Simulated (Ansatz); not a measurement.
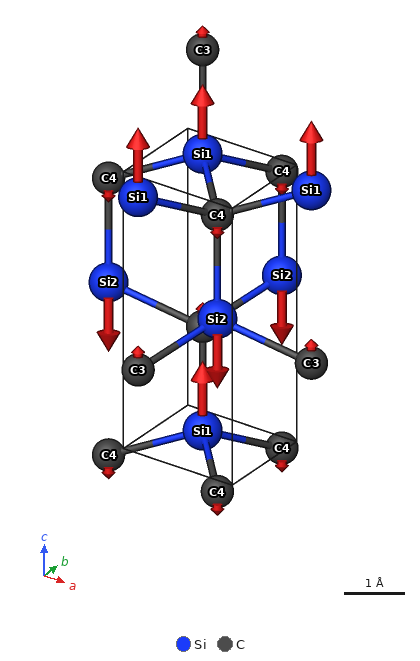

Phonons of solid SiC relaxed at 35 GPa, space group P6₃mc (No. 186), at the zone centre. The optical levels lie at 244 (×2), 653, 875, 889 (×2), 909 (×2), 955 cm⁻¹. One mode is drawn. The red arrows give the relative displacements of the atoms. Style: ball-and-stick. Shown: the cell of the calculation, slightly off an axis.

Method: DFT PBEsol, scalar-relativistic, plane waves, PAW in Ansatz 0.2.0. Settings: plane-wave cutoff 420 eV; k-point mesh 12 × 12 × 6; occupations fixed; target pressure 35 GPa; no spin polarisation.

Frequencies are those without the non-analytic (LO–TO) term.

### To which level does it belong?

The level at 653 cm⁻¹. This is the B₁ mode, optical level 2 of 6, counted from below, silent by symmetry (neither infrared- nor Raman-active). All motion is along c; atoms of one kind move against one another, with no net shift of any sublattice; the kinetic energy is shared as Si 98 %, C 2 %.
